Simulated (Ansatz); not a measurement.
The calculation's input:

```
crystal:
  lattice:
    - [4.6351943571, 0.0, 0.0]
    - [0.0, 4.6351943571, 0.0]
    - [0.0, 0.0, 28.110309448]
  atoms:
    - { symbol: Sb, position: [0.0, 0.5, 0.2668060277] }
    - { symbol: In, position: [0.5, 0.5, 0.3251045207] }
    - { symbol: Sb, position: [0.5, 0.0, 0.3834030138] }
    - { symbol: In, position: [0.0, 0.0, 0.4417015069] }
    - { symbol: Sb, position: [0.0, 0.5, 0.5] }
    - { symbol: In, position: [0.5, 0.5, 0.5582984931] }
    - { symbol: Sb, position: [0.5, 0.0, 0.6165969862] }
    - { symbol: In, position: [0.0, 0.0, 0.6748954793] }
    - { symbol: Sb, position: [0.0, 0.5, 0.7331939723] }
basis:
  ecutwfc: 500
kpoints:
  mp_grid: { grid: [8, 8, 1] }
hamiltonian:
  xc: r2scan
scf:
  occupations: { method: gaussian, width: 0.1 }
output:
  forces: true
  eigenvalues: true
  write_density: true
  write_potential: true
  elf: true
  volumetric_format: npy
relax:
  adjacent_minimum: "off"
  f_tol: 0.02
  max_steps: 60
efield:
  axis: 3
  dipole_correction: true
  ramp_width: 0.04
```

Launched as:

```sh
ansatz run input.yaml --threads 2 --pin off --max-ram 5120MiB --backend cpu --events-out ev --progress --plain --runs-dir out
```

Computed without spin polarisation.

Level of theory: DFT r2SCAN, scalar-relativistic, plane waves, PAW (Ansatz).

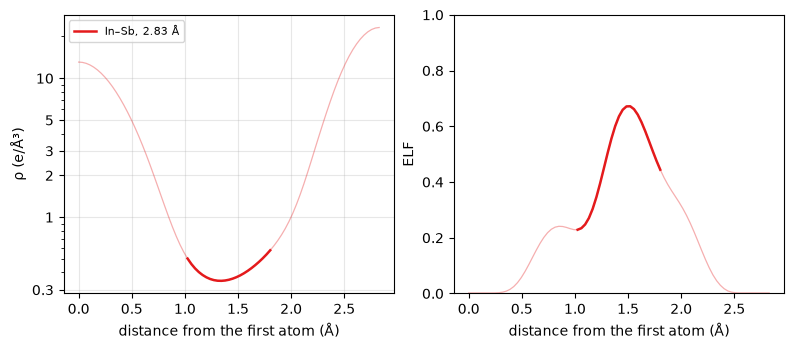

In4Sb5 (slab). Valence pseudo-density and ELF along straight lines between neighbouring atoms. Thin, pale parts lie inside the atomic spheres.

The density is the valence pseudo-density of a PAW calculation; it isn't the true density close to the nuclei.

### What can be read from the curves?

In–Sb (2.83 Å): ρ at the midpoint is about 0.35 e/Å³; the ELF peaks at about 0.65 between the atoms.
